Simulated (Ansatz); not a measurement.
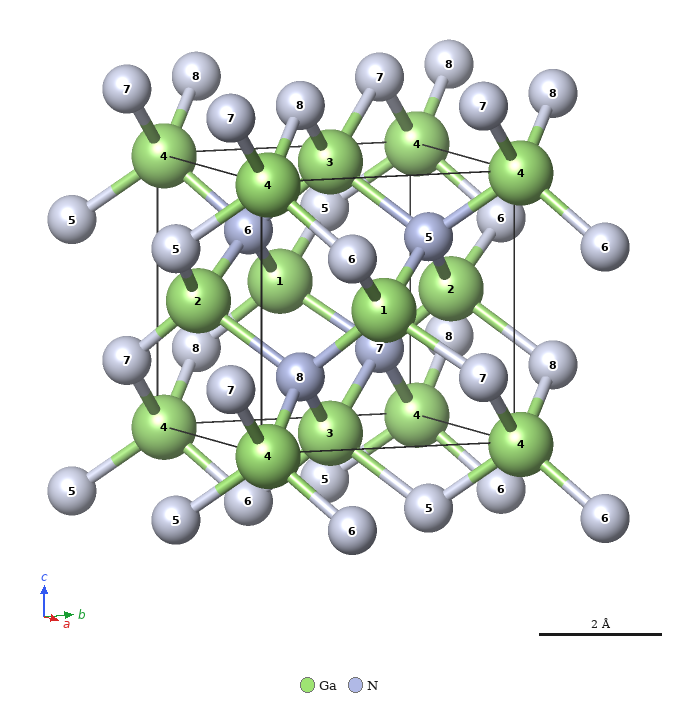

Fig. 1: The structure as given in the input (ball-and-stick view of the cell of the calculation, seen slightly off an axis; neighbours outside the cell are drawn fainter; atoms are numbered from 1 in the order of the input). An atom can appear more than once, as a periodic image. Near neighbours in the periodic cell (some may lie outside the picture): Ga has 4 N at 1.69 to 2.15 Å; N has 4 Ga at 1.69 to 2.15 Å.

# Single-point calculation of GaN

System: GaN (P1, 8 atoms in the cell).
Method: DFT PBE, scalar-relativistic, plane waves, PAW, no spin polarisation (Ansatz 0.2.0).

The structure derives from a Materials Project entry. It belongs to a series of runs on one base structure; here: all atoms moved at random (sigma 0.06 A a component). Figures and captions count atoms from 1; the log counts them from 0 in places.

## The program's output
```
Engine: ansatz 0.2.0, x86_64-unknown-linux-gnu
Pseudopotentials: kind: paw
Pseudopotential: Ga, paw, valence charge 13, recommended cutoff 420 eV (normal), Ga.paw.azcp
Pseudopotential: N, paw, valence charge 5, recommended cutoff 420 eV (normal), N.paw.azcp
Functional definition: PBE
  parameter kappa = 0.804
  parameter beta = 0.06672455060314922
  exchange = pbe_x(kappa = kappa, mu = beta*pi^2/3)
  correlation = pbe_c(beta = beta)
Crystal: 8 atoms, lattice volume = 91.551 Å³
Basis set: ecut = 420 eV, 1791 PW (Γ), exchange–correlation on 64×64×64 points (8 copies of the dense FFT grid, shifted against one another)
Bands: 44, of which v1, the nominal top of the filled ones, is band 36 counted from 1 (35 counted from 0)
Symmetry: 1 space group operations
Space group: P1 (ITA 1), of the structure as read, at distance tolerance 4.5e-5 Å
k-points: 112 of 216 (time reversal used)
Non-local potential: Ga, projectors of the file, l = 0: 2, l = 1: 2, l = 2: 3, l = 3: 1
Non-local potential: N, projectors of the file, l = 0: 2, l = 1: 2, l = 2: 1
PAW form: soft (Blöchl's): semilocal exchange-correlation on the pseudo side does not see the compensation charge
PAW one-centre angular grid: Ga, 590 points (default); XC on 64 Gauss nodes
PAW one-centre angular grid: N, 110 points (default); XC on 64 Gauss nodes
Initial density: superposition of atomic densities (neutral atoms: chi_scale 0, normalization atom), corrected by the library's trained network
Initial wavefunctions: pseudopotential atomic-orbital guess
Functional: x = pbe(κ = 0.804, μ = 0.2195149727645171), c = pbe(β = 0.06672455060314922)
SCF iter   1: F=—  HF=-16670.309878 eV  |F-HF|=—  |Δ(HF+E_count)|=         —  Δρ=1.16e-3  dr2=8.37e-4  ethr=1.77e-3  ⟨swp⟩=6.3  Hψ=18485  notcnv=0  defer=8
preconditioner: auto → Resta (q_TF=auto, 2.621 Å⁻¹)  ε∞=5.0  [insulator: Δε(μ)=1.469 eV  Ē_g=16.470 eV  σ=0.050 eV  W_gap=1.00  n_scr=26 (ndim 8)  ℏωp=32.9 eV  f_vac=0.001  D(μ)=0.00/eV (n_scr^D=0)  ε∞_Penn≈5.0]
SCF iter   2: F=—  HF=-16670.310612 eV  |F-HF|=—  |Δ(HF+E_count)|=   7.35e-4  Δρ=5.86e-4  dr2=1.54e-4  ethr=1.16e-6  ⟨swp⟩=2.0  Hψ=9858  notcnv=0  defer=32
SCF iter   3: F=—  HF=-16670.310814 eV  |F-HF|=—  |Δ(HF+E_count)|=   2.01e-4  Δρ=2.82e-4  dr2=4.15e-5  ethr=2.14e-7  ⟨swp⟩=2.5  Hψ=8687  notcnv=0  defer=3
automatic band count: iteration 3 solves 43 bands in place of 44: the levels show a gap, and the empty bands left out lie too high to hold charge; the band table lists the bands solved (type scf.n_extra_bands for more)
SCF iter   4: F=—  HF=-16670.310870 eV  |F-HF|=—  |Δ(HF+E_count)|=   5.67e-5  Δρ=6.40e-5  dr2=3.39e-6  ethr=5.77e-8  ⟨swp⟩=2.0  Hψ=8600  notcnv=0  defer=3
SCF iter   5: F=—  HF=-16670.310871 eV  |F-HF|=—  |Δ(HF+E_count)|=   8.60e-7  Δρ=3.22e-5  dr2=7.37e-7  ethr=4.72e-9  ⟨swp⟩=2.0  Hψ=8495  notcnv=0  defer=3
SCF iter   6: F=-16670.310872 eV  HF=-16670.310871 eV  |F-HF|=4.45e-8  |Δ(HF+E_count)|=   3.52e-7  Δρ=8.62e-6  dr2=7.97e-8  ethr=1.39e-10  ⟨swp⟩=5.9  Hψ=21449  notcnv=0
SCF 1 converged in 6 iterations: F = -16670.310872 eV  dr2 = 7.97e-8
  greatest PAW one-centre occupation: 0.996 electrons in one spin orbital (limit 2), on the Ga atom at site 1 (counted from 0), in its partial waves of l = 2
SCF converged after 6 iterations
Free energy (F): -16670.310872 eV
Harris-Foulkes:  -16670.310871 eV  (|F-HF|=4.45e-8)
Internal energy: -16670.310872 eV  (E = F + TS)
E sigma→0 (E₀):  -16670.310872 eV
Fermi energy:    10.562860 eV
--- Per-component energies (eV) ---
  E_band       = -26.557847
  E_kinetic    = 990.696578
  E_local      = -7846.557057  (includes V_loc(G=0)·N_el)
  E_nonlocal   = 1897.021497
  E_hartree    = 3607.857968
  E_xc         = -516.207017
  E_vxc        = -537.752076  (∫ρ·V_xc dr)
  E_paw        = -8479.371401  (= ΣΔE_a)
  E_vpaw       = -1745.682320  (= ΣTr[D̂ρ^β])
  E_aug_tail   = 0.000009  (compensation charges beyond the density's cutoff)
  E_ewald      = -6323.751449
  E_smearing   = -0.000000  (= −TS)
  E_closure    = 0.000000  (closes the sum)
  Σ components = -16670.310872   (vs F -16670.310872, Δ=0.00e0)
--- Forces (eV/Å), atoms counted from 1 ---
  atom   1  Ga     0.20038421    -1.04818547     0.98065311
  atom   2  Ga     4.37358303    -2.89642965    -1.87483449
  atom   3  Ga    -0.33423010    -2.62586755     0.24211600
  atom   4  Ga    -0.43643093     1.36877103    -1.02202309
  atom   5  N     -0.72672860     0.42164530    -1.18124795
  atom   6  N     -0.54541077    -0.37704885    -0.90570637
  atom   7  N     -3.28379689     3.83178671     4.66083946
  atom   8  N      0.75262709     1.32533584    -0.89979763
  max |Σ_I F_I| component: 7.36e-6 eV/Å
--- Stress (GPa, compression-positive) ---
       10.653742      -1.656962      -7.409375
       -1.656962       8.689664       5.249340
       -7.409374       5.249340      11.215861
  P = ⅓ Tr σ = 10.1864 GPa (101.864 kbar)
--- Band table (eV; the first three rows and the last of 112) ---
  k-point 0: bands = ["-6.5167", "-5.5760", "-5.3851", "-5.1684", "-3.9625", "-3.9341", "-3.8823", "-3.8739", "-3.8530", "-3.8096", "-3.6740", "-3.6580", "-3.6498", "-3.6343", "-3.6129", "-3.5962", "-3.5834", "-3.5386", "-3.5330", "-3.4854", "-3.4742", "-1.9211", "-1.8264", "-1.7235", "3.4003", "3.5231", "3.6124", "6.7486", "6.7784", "6.8706", "7.0172", "7.1295", "7.1932", "9.4235", "9.6862", "9.8281", "11.2976", "12.5955", "12.7991", "13.5703", "15.7574", "16.1628", "16.6618"]
  k-point 1: bands = ["-6.4260", "-5.5920", "-5.3858", "-5.1756", "-3.9527", "-3.9174", "-3.8680", "-3.8595", "-3.8370", "-3.7933", "-3.6812", "-3.6757", "-3.6622", "-3.6432", "-3.6365", "-3.6052", "-3.5983", "-3.5507", "-3.5394", "-3.4887", "-3.4762", "-2.1690", "-1.8120", "-1.6554", "3.4750", "3.7066", "3.9425", "6.4715", "6.5847", "6.7232", "6.8741", "7.0983", "7.2678", "8.7343", "9.4607", "9.5195", "12.1271", "13.0281", "13.3121", "14.0486", "16.1047", "16.3137", "17.0507"]
  k-point 2: bands = ["-6.1986", "-5.6546", "-5.3876", "-5.1944", "-3.9174", "-3.8745", "-3.8475", "-3.8305", "-3.8012", "-3.7632", "-3.7211", "-3.7174", "-3.6871", "-3.6687", "-3.6502", "-3.6269", "-3.5877", "-3.5654", "-3.5420", "-3.4971", "-3.4799", "-2.7743", "-1.6866", "-1.5157", "3.6540", "3.9513", "4.8965", "5.9391", "6.1218", "6.3028", "6.4561", "7.4142", "7.5132", "7.7131", "8.9195", "8.9698", "13.3418", "13.8077", "14.6257", "15.2358", "16.4542", "16.9866", "17.8494"]
  k-point 111: bands = ["-5.9154", "-5.6413", "-5.4741", "-5.2540", "-3.8982", "-3.8788", "-3.8594", "-3.8529", "-3.8429", "-3.8264", "-3.8107", "-3.7814", "-3.6250", "-3.6128", "-3.5873", "-3.5726", "-3.5316", "-3.5202", "-3.4860", "-3.4810", "-2.3786", "-2.2737", "-2.2393", "-2.1166", "2.2694", "2.4717", "2.5981", "3.1574", "8.2284", "8.2691", "8.3473", "8.5759", "8.6850", "8.9390", "9.1809", "9.2442", "13.9432", "14.1269", "14.3239", "14.4071", "17.8451", "18.0356", "18.1706"]
```

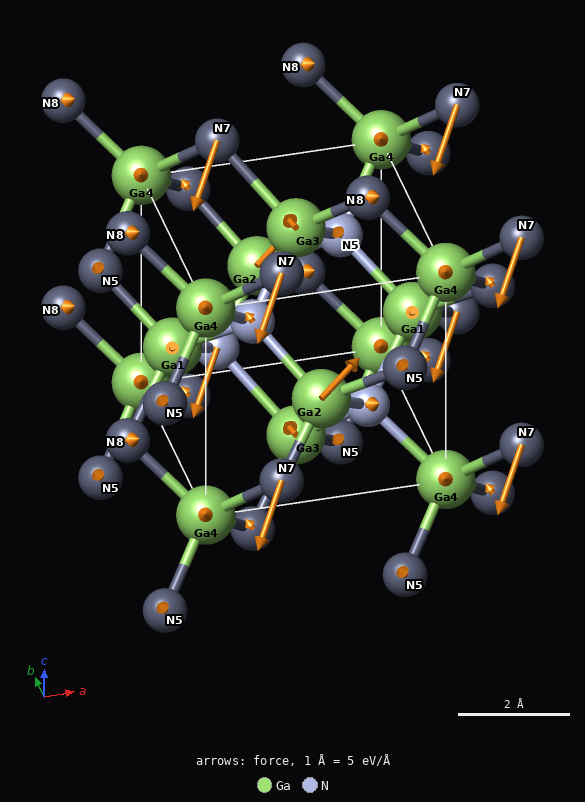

Fig. 2: Forces on the atoms as orange arrows (ball-and-stick view of the cell of the calculation, seen at an oblique angle; neighbours outside the cell are drawn fainter; atoms are numbered from 1 in the order of the input). The largest act on N7 (6.87 eV/Å); Ga2 (5.57 eV/Å); Ga3 (2.66 eV/Å). The geometry is not a stationary point of this energy.

The run was set up as follows.

## The input
```yaml
crystal:
  lattice:
    - [4.507001215, 0.0, 0.0]
    - [0.0, -4.507001215, 0.0]
    - [0.0, 0.0, -4.507001215]
  atoms:
    - { symbol: Ga, position: [-0.0076150574, 0.488303062, 0.5059292252] }
    - { symbol: Ga, position: [0.4723107847, -0.0321930795, 0.5086388755] }
    - { symbol: Ga, position: [0.5034773337, 0.4771740485, 0.0012325895] }
    - { symbol: Ga, position: [0.0057618516, 0.0239388876, -0.0100924923] }
    - { symbol: "N", position: [0.7646445384, 0.7582080816, 0.7410323357] }
    - { symbol: "N", position: [0.2624818739, 0.2518294597, 0.7345754148] }
    - { symbol: "N", position: [0.2550778425, 0.7736867444, 0.2740018308] }
    - { symbol: "N", position: [0.7438608325, 0.2590527958, 0.2446822209] }
basis:
  ecutwfc: 420
kpoints:
  mp_grid: { grid: [6, 6, 6] }
hamiltonian:
  xc: pbe
scf:
  occupations: { method: gaussian, width: 0.05 }
output:
  forces: true
  stress: true
  eigenvalues: true
```

Launch command:
```bash
ansatz run input.yaml --threads 1 --pin off --max-ram 2560MiB --backend cpu --events-out ev --progress --plain --runs-dir out
```

## Results in brief

| quantity | value |
| --- | --- |
| outcome | converged |
| space group (tolerance 0.01 Å) | P1 (1) |
| electrons treated | 72 |
| free energy | −16670.3109 eV |
| Fermi energy | 10.563 eV |
| gap on the k-point mesh | 1.47 eV |
| pressure | 10.19 GPa |
| largest force (length of the vector) | 6.869 eV/Å |
| hardware | 1 thread of Intel Xeon (Sapphire Rapids), 32 GiB of memory available, shared host |
| wall time | 23 s |
| peak memory | 0.61 GiB |

## Remarks

The cell is under a pressure of 10.2 GPa at this level, so it is not at its equilibrium volume.
